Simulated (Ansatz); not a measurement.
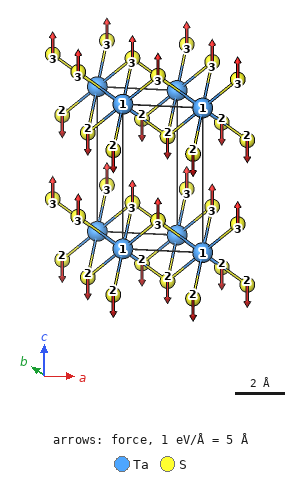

Starting geometry of crystalline TaS2 (set up in P-3m1) with the computed forces as red arrows. Style: ball-and-stick. Shown: the cell of the calculation, slightly off an axis.

These are results of DFT PBE, scalar-relativistic, plane waves, PAW (Ansatz 0.2.0), not measurements. Settings: plane-wave cutoff 420 eV; k-point mesh 12 × 12 × 8; occupations gaussian; smearing width 0.1 eV; no spin polarisation; cell and atoms relaxed; force threshold 0.005 eV/Å; at most 80 steps.

Q: What follows when this structure is relaxed?

A: It isn't relaxed: the largest force vector, on S atoms, is 0.20 eV/Å. Measured relative to the changing cell, the final displacements run against the starting forces (cosine between the two patterns −1.00). The largest moves relative to the cell, 0.13 Å, are those of S2 and S3. S2 goes along +c. Ta stays in place. Cell: a = b 3.383 → 3.379 Å (−0.1 %), c 6.168 → 6.784 Å (+10.0 %). Volume +9.7 %. Near-neighbour distances that change, for instance: Ta1–S2 2.472 → 2.481 Å. The space group stays P-3m1 (No. 164). After 8 accepted moves (10 points after the start) the energy has fallen by 5.5 meV per atom. The largest force component goes from 0.2 to 0.00046 eV/Å. Pressure: 1.30 GPa at the start and 0.00 GPa at the end. The SCF was repeated twice at an unchanged geometry on a basis and grid sized afresh for the cell, which shifted the energy by 0.5 meV per atom at most.
